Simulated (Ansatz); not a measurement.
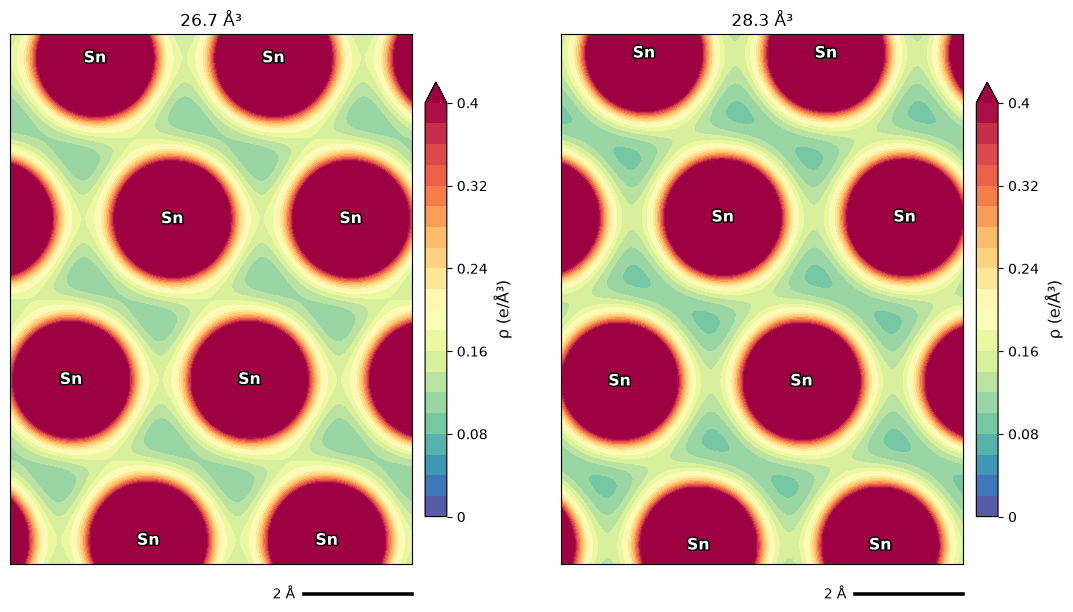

Sn. The valence pseudo-density of cells scaled evenly to different volumes (given per atom above each panel), on the (100) plane of each (indices in the axes of the cell below), at one length scale and on one colour scale.

A structure from a database of computed crystals, not necessarily the ambient phase.

All numbers below come from DFT PBE+D3(BJ), scalar-relativistic, plane waves, PAW in Ansatz 0.2.0.

In a PAW calculation such maps are meaningful between the atoms, not at the nuclei.

The largest cell:

```cif
data_structure
_symmetry_space_group_name_H-M 'P 1'
_symmetry_Int_Tables_number 1
_cell_length_a 3.3593
_cell_length_b 3.3593
_cell_length_c 3.3593
_cell_angle_alpha 115.650
_cell_angle_beta 115.642
_cell_angle_gamma 97.723
_cell_volume 28.29
loop_
_atom_site_label
_atom_site_type_symbol
_atom_site_fract_x
_atom_site_fract_y
_atom_site_fract_z
_atom_site_occupancy
Sn1 Sn 0.00000 0.00000 0.00000 1
```

| volume (Å³/atom) | Sn–Sn contact in the plane (Å) | ρ at its midpoint (e/Å³) | pressure (GPa) | 
| --- | --- | --- | --- |
| 26.69 | 3.295 | 0.159 | 0.0 | 
| 27.49 | 3.327 | ? | ? | 
| 28.29 | 3.359 | 0.145 | −2.7 | 

> What values belong in the row with question marks?

Over the known rows ln ρ falls by 1.44 per Å of Sn–Sn distance (the line through the two), which gives 0.152 e/Å³ at 3.327 Å; the calculation gives 0.152 e/Å³. For the pressure, a straight line in volume between the neighbouring rows gives −1.3 GPa; the calculation gives −1.4.
